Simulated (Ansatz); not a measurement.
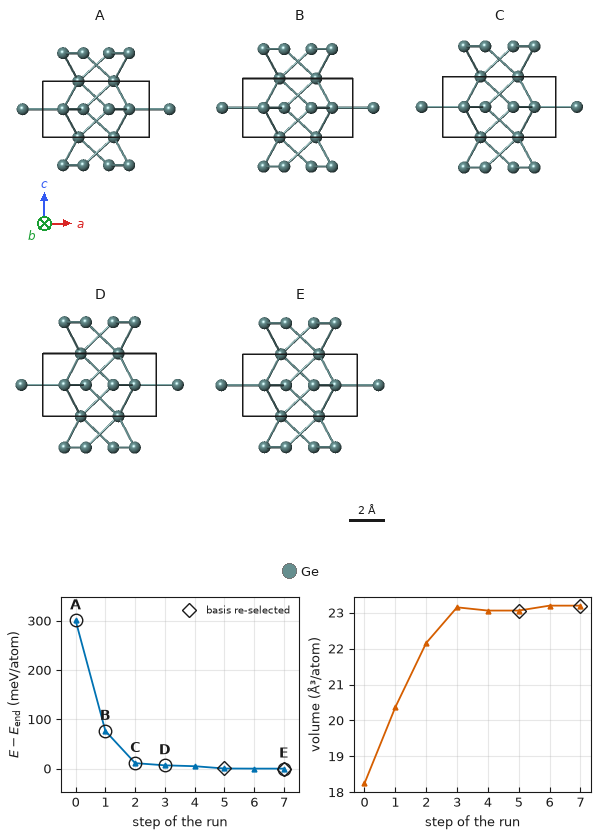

Frames of a relaxation of a crystal of Ge (a generated structure, set up in P6/mmm) (coarse preliminary run), marked on the history of the run. A ball-and-stick model of the cell of the calculation, seen along the b axis.

These are results of Ansatz, DFT PBE, scalar-relativistic, plane waves, PAW, not measurements. Settings: plane-wave cutoff 420 eV; k-point mesh 3 × 3 × 6; occupations gaussian; smearing width 0.1 eV; no spin polarisation; cell and atoms relaxed; force threshold 0.04 eV/Å; at most 70 steps.

### What happens along the run?

The largest moves relative to the cell, 0.011 Å, are those of Ge atoms. Cell: a = b 7.178 → 7.694 Å (+7.2 %), c 3.271 → 3.620 Å (+10.6 %). Volume +27.1 %. Some distances before and after: Ge–Ge 2.419 → 2.639 Å, Ge–Ge 2.362 → 2.521 Å. The space group stays P6/mmm (No. 191). After 5 accepted moves (7 points after the start) the energy has fallen by 301 meV per atom. Largest force component: 1 eV/Å at the start, 0.0091 eV/Å at the end. The pressure goes from 23.63 to 0.01 GPa. At 2 points the geometry stayed and the basis and grid were re-selected for the new cell (energy shift of 4.7 meV per atom at most each time). Cost: 89 s on 1 thread of Arm Neoverse V1 (shared host), peak memory 0.47 GiB. From step 0 to 1: Ge atoms move most (0.02 Å), volume +11.6 %, energy −224 meV per atom. From step 1 to 2: volume +8.8 %, energy −65.3 meV per atom. From step 2 to 3: Ge atoms move most (0.02 Å), volume +4.5 %, energy −4.5 meV per atom. From step 3 to 7: volume +0.2 %, energy −6.7 meV per atom.
